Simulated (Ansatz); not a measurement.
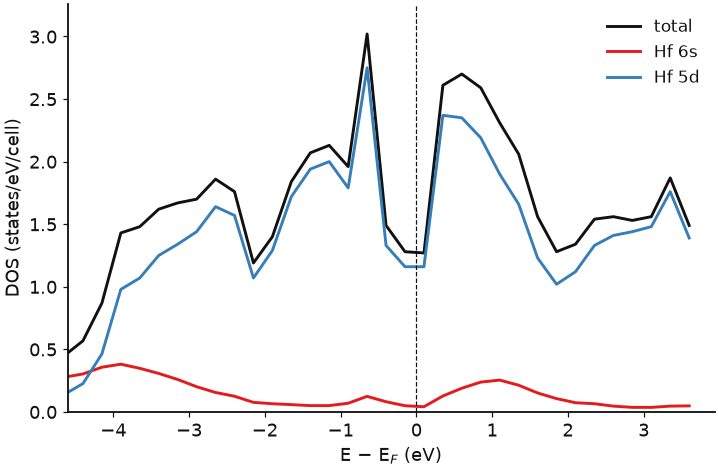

Density of states. Energies are counted from the Fermi level. The partial curves are projected on Löwdin-orthogonalised atomic shells.

Calculation on Hf, space group P6_3/mmc, 2 atoms in the cell, a structure borrowed from another compound.

Computed with Ansatz: DFT with PBE, PAW plane waves, no spin polarisation, 14×14×7 k mesh, 420 eV cutoff.

What is the density of states at the Fermi level?

It is a metal. The density of states at the Fermi level is about 1.3 per eV and cell (mean within 0.25 eV), or 0.64 per atom.

Which states dominate at the Fermi level?

By projected weight, the states within 0.3 eV of the Fermi level are Hf 5d almost alone.

The structure was built from a prototype or by substitution, so it need not be a known phase. The cell is at 29 GPa in this functional. Spin-orbit coupling is left out, which matters for Hf.
